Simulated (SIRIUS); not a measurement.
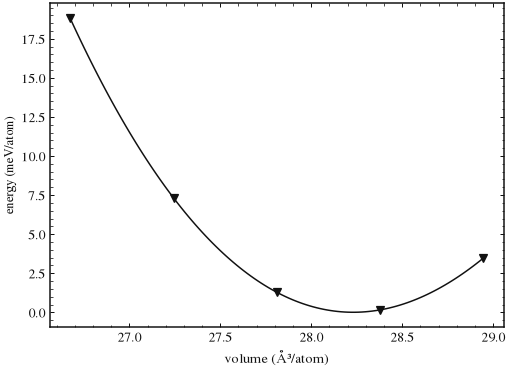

The figure shows the energy against volume.

Computed with SIRIUS 7.12.0: all-electron LAPW DFT, no spin polarisation; energies at scaled volumes of the given cell, shape and fractions fixed, counted from the fit's minimum, third-order Birch-Murnaghan fit. Level: PBEsol.

> For which of these solids was it computed?
A. CdS, P6_3mc (No. 186)
B. PbS, P-6m2 (No. 187)
C. Al₂Au, Fm-3m (No. 225)
D. Bi₂Se₃, R-3m (No. 166)

D, Bi₂Se₃: energy from 0.12 meV/atom to 18.82 meV/atom, V0 28.23 Å³/atom, B0 63.9 GPa. The others give: CdS, energy from 0.14 meV/atom to 25.03 meV/atom, V0 24.69 Å³/atom, B0 61.1 GPa; PbS, energy from 0.15 meV/atom to 54.58 meV/atom, V0 25.93 Å³/atom, B0 55.5 GPa; Al₂Au, energy from 0.02 meV/atom to 26.37 meV/atom, V0 18 Å³/atom, B0 114 GPa.

For Al₂Au, limits of the calculation: spin-orbit coupling left out, heavy elements.

For Bi₂Se₃, limits of the calculation: spin-orbit coupling left out, heavy elements; shape and atomic fractions are frozen while scaling, which makes layered, chain and framework solids too stiff.

For CdS, limits of the calculation: shape and atomic fractions are frozen while scaling, which makes layered, chain and framework solids too stiff.

For PbS, limits of the calculation: spin-orbit coupling left out, heavy elements; shape and atomic fractions are frozen while scaling, which makes layered, chain and framework solids too stiff.
